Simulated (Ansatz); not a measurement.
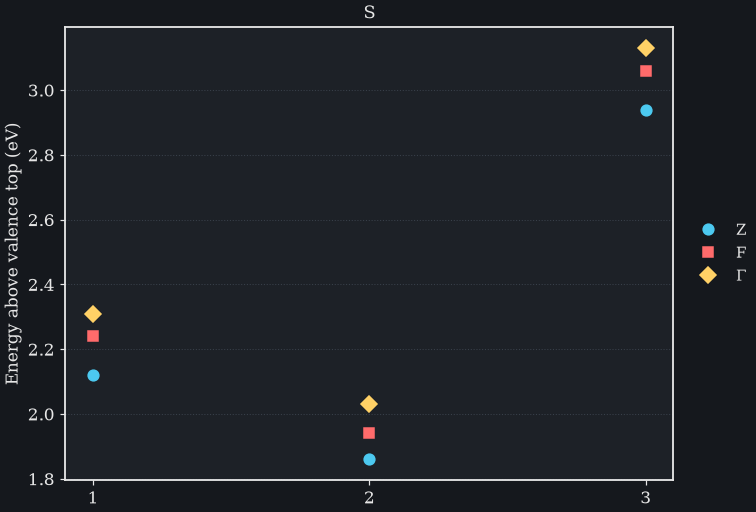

Lowest conduction level at each named k point, counted from the valence-band top at Z, by several methods on one cell of S, space group R-3, 6 atoms in the primitive cell, relaxed with r2SCAN+rVV10, then under −3.06 % uniaxial z strain; a = 10.722 Å, c = 4.057 Å (hexagonal axes). All runs are without spin-orbit coupling and carry no moments. Points keep the names that they have in the unstrained cell. The names follow the standardised cell of this lattice; in reduced coordinates of the cell that was run, Z is (0.5, −0.5, 0.5) and F is (0.5, −0.5, 0). The smallest gap lies off these points.

> Which column is which method? They are HSE06, PBE and r2SCAN.

1 is r2SCAN; 2 is PBE; 3 is HSE06.

| method | program | Z (eV) | F (eV) | Γ (eV) |
| --- | --- | --- | --- | --- |
| PBE | Ansatz | 1.86 | 1.94 | 2.03 |
| r2SCAN | Ansatz | 2.12 | 2.24 | 2.31 |
| HSE06 | Ansatz | 2.94 | 3.06 | 3.13 |

> Does HSE06 shift these levels rigidly from PBE?

The shifts are +1.08 eV at Z, +1.12 eV at F and +1.10 eV at Γ, and at points that aren't plotted +1.12 eV (L): over the named points that both runs hold, a spread of 0.04 eV on a mean of 1.10 eV, so one shift describes them well.

Settings. PBE: Ansatz PAW set, 6×6×6 k mesh, 420 eV cutoff, Fermi-Dirac smearing of 0.02 eV (Ansatz). r2SCAN: Ansatz PAW set, 6×6×6 k mesh, 500 eV cutoff, fixed occupations (Ansatz 0.2.0). HSE06: Ansatz PAW set, 4×4×4 k mesh, 420 eV cutoff, fixed occupations (Ansatz).

The cell comes from a database of computed structures, and whether it is the stable form of this composition wasn't checked. LDA, GGA and most meta-GGA functionals understate gaps. r2SCAN and HSE06: the PAW data sets were made with another functional. HSE06: the k mesh is coarse, so the values aren't converged, least of all with exact exchange. Over all k points computed the smallest gap is 1.72 eV in PBE, 2.02 eV in r2SCAN and 2.81 eV in HSE06, from the valence top at Z to the conduction bottom at a point off the named ones. The names follow the standardised cell of this lattice; in reduced coordinates of the cell that was run, L is (0.5, 0, 0).
